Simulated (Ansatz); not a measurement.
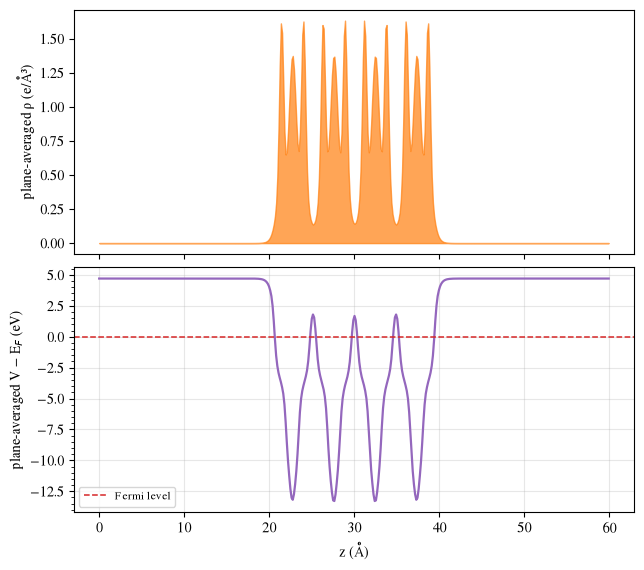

*PtSe$_{2}$ (slab). Plane average of the electrostatic potential (local pseudopotential plus Hartree) felt by an electron and of the valence pseudo-density across the slab.*

Method: DFT PBE+D3(BJ), scalar-relativistic, plane waves, PAW in Ansatz 0.2.0.

Core electrons are frozen (PAW), and the valence fields are smoothed inside the atomic spheres.

Input file:

```
crystal:
  lattice:
    - [3.7540631826, 0.0, 0.0]
    - [-1.8770315913, 3.2511140836, 0.0]
    - [0.0, 0.0, 60.0613416738]
  atoms:
    - { symbol: Se, position: [0.6666666667, 0.3333333333, 0.3565263132] }
    - { symbol: Pt, position: [0.0, 0.0, 0.3783552845] }
    - { symbol: Se, position: [0.3333333333, 0.6666666667, 0.3996314894] }
    - { symbol: Se, position: [0.6666666667, 0.3333333333, 0.4380673627] }
    - { symbol: Pt, position: [0.0, 0.0, 0.4595325958] }
    - { symbol: Se, position: [0.3333333333, 0.6666666667, 0.480999207] }
    - { symbol: Se, position: [0.6666666667, 0.3333333333, 0.519000793] }
    - { symbol: Pt, position: [0.0, 0.0, 0.5404674042] }
    - { symbol: Se, position: [0.3333333333, 0.6666666667, 0.5619326373] }
    - { symbol: Se, position: [0.6666666667, 0.3333333333, 0.6003685106] }
    - { symbol: Pt, position: [0.0, 0.0, 0.6216447155] }
    - { symbol: Se, position: [0.3333333333, 0.6666666667, 0.6434736868] }
  periodic: [true, true, false]
basis:
  ecutwfc: 420
kpoints:
  mp_grid: { grid: [12, 12, 1] }
hamiltonian:
  xc: pbe
  dispersion: d3bj
scf:
  occupations: { method: gaussian, width: 0.1 }
output:
  forces: true
  stress: true
  eigenvalues: true
  write_density: true
  write_potential: true
  elf: true
  volumetric_format: npy
relax:
  adjacent_minimum: "off"
  f_tol: 0.0015
  max_steps: 50
  cell: { stress_2d_tol: 0.005 }
```

Launched as:

```sh
ansatz run input.yaml --threads 8 --pin off --max-ram 22528MiB --backend cpu --events-out ev --progress --plain --runs-dir out
```

The fields are those of the relaxed geometry.

### Read off the work function of this surface.

The potential is flat in the vacuum, 4.71 eV above the Fermi level; this is the work function, the same on both faces.

### How thick is the slab, and how wide the vacuum?

The outermost nuclei are 17.2 Å apart, in 12 atomic planes; the vacuum between periodic images is 42.8 Å wide.
